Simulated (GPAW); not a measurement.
# CaO (Fm-3m): refractive index against wavelength

The refractive index of CaO (Fm-3m) below the direct gap (3.85 eV on the mesh) is read from one computed spectrum, n = √(Re ε).

It takes space group Fm-3m (No. 225, cubic). Conventional cell: a = 4.813 Å, b = 4.813 Å, c = 4.813 Å, α = 90.00°, β = 90.00°, γ = 90.00°. Ca on site a has 6 O at 2.41 Å as nearest neighbours. O on site b is surrounded by 6 Ca at 2.41 Å.

Method: GPAW 26.7.0, LDA, RPA, k-mesh 16×16×16, local fields up to 30 eV, Lorentzian half width 0.1 eV.

Launch of the response step: `OMP_NUM_THREADS=1 python df.py`. The run took 30 s, its band step included, on 1 thread of Arm Neoverse V2, on a shared host.

| wavelength (nm) | photon energy E (eV) | n |
| --- | --- | --- |
| 1310 | 0.946 | 1.9523 |
| 1064 | 1.165 | 1.9583 |
| 850 | 1.459 | ? |
| 700 | 1.771 | 1.9830 |
| 633 | 1.959 | 1.9935 |
| 532 | 2.331 | 2.0191 |
| 450 | 2.755 | 2.0591 |

In the single-oscillator model n² − 1 = E₀E_d/(E₀² − E²), so 1/(n² − 1) = E₀/E_d − E²/(E₀E_d) is linear in E².

Working, on the rows shown:

| x = E² (eV²) | y = 1/(n² − 1) |
| --- | --- |
| 0.895757 | 0.355685 |
| 1.35784 | 0.352741 |
| 3.13716 | 0.341031 |
| 3.83641 | 0.336243 |
| 5.43137 | 0.325017 |
| 7.59115 | 0.308652 |

Means: x̄ = 3.7083, ȳ = 0.33656. Σ(x − x̄)(y − ȳ) = -0.2227, Σ(x − x̄)² = 31.82. Slope = -0.2227 / 31.82 = -0.006997; intercept = ȳ − slope · x̄ = 0.36251. Turned back into n, the line misses the rows shown by at most 0.0019.

Fill in the last column of the withheld row.

At x = 2.1276 the line gives y = 0.34762, that is 1.9689. The run gave 1.9687, so the interpolation is off by 0.00023, 0.2 % of the range in the table.

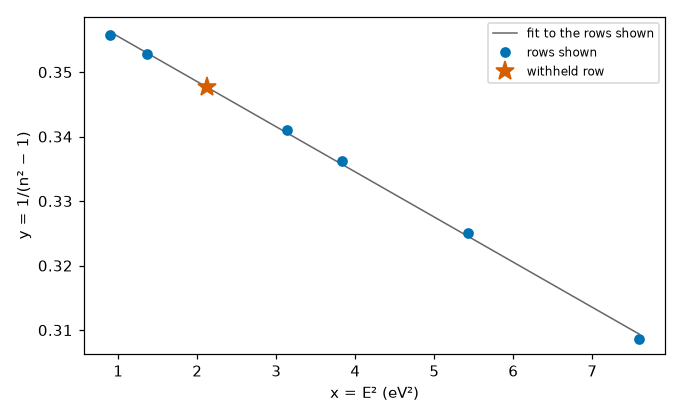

Refitted with all rows, the slope is -0.007001 and the intercept 0.36254. These give E₀ = √(intercept/−slope) = 7.20 eV and E_d = E₀/intercept = 19.8 eV; E₀ is 1.9 times the direct gap. The electronic limit at long wavelengths, without lattice vibrations, is n = √(1 + 1/intercept) = 1.939. Excitons are left out; LDA gaps are as a rule too small. The values come from a sum over the points of one k-mesh and carry its error, which grows as the direct gap shrinks. This version of GPAW has incomplete matrix elements in the optical limit, which can lower ε − 1 by up to a tenth where first-row anions or d states rule. The local-field cutoff holds few shells of reciprocal vectors for this small cell, so ε∞ can read a few per cent high.
